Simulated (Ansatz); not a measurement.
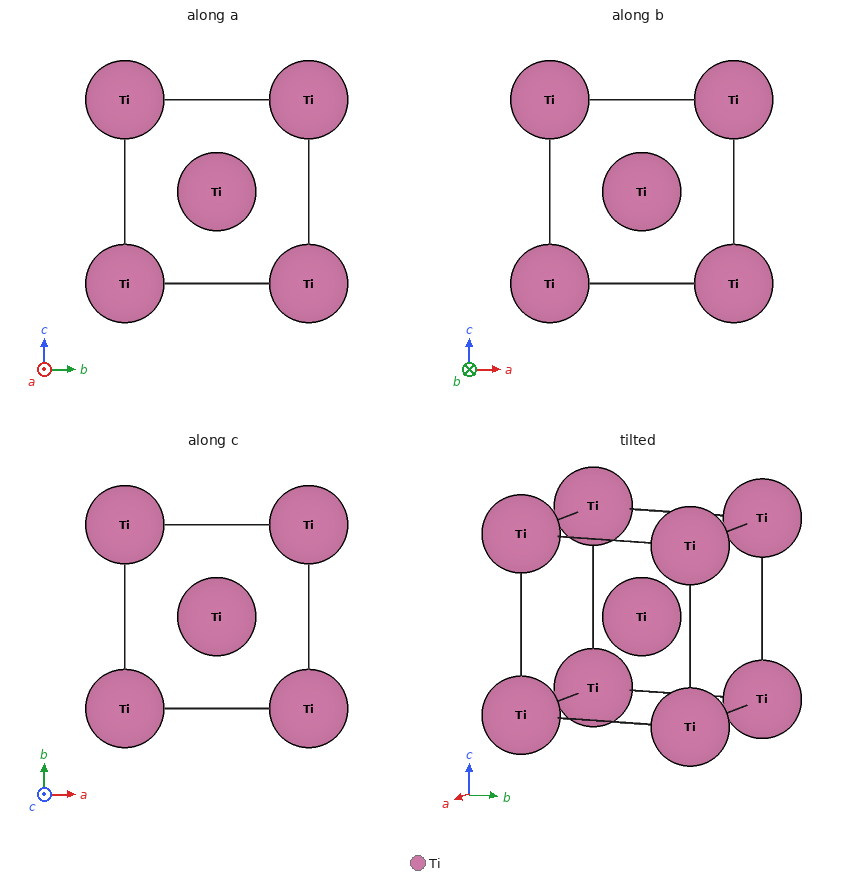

View along the a axis, along the b axis, along the c axis and slightly off an axis, drawn as a spheres-only model. The conventional unit cell is drawn as a box.

Lattice parameters: a = 3.255 Å, b = 3.255 Å, c = 3.255 Å, α = 90.00°, β = 90.00°, γ = 90.00°. Put a along x and b in the xy plane.

Q: Express the structure as a POSCAR file.

A:
```
Ti
1.0
     3.255    0.000    0.000
     0.000    3.255    0.000
     0.000    0.000    3.255
Ti
2
Direct
  0.0000 0.0000 0.0000
  0.5000 0.5000 0.5000
```

It goes back to a structure type filled with this element by a generator (whether the element takes this form wasn't checked). What is shown is the relaxed result from Ansatz 0.2.0, DFT PBE, scalar-relativistic, plane waves, PAW.
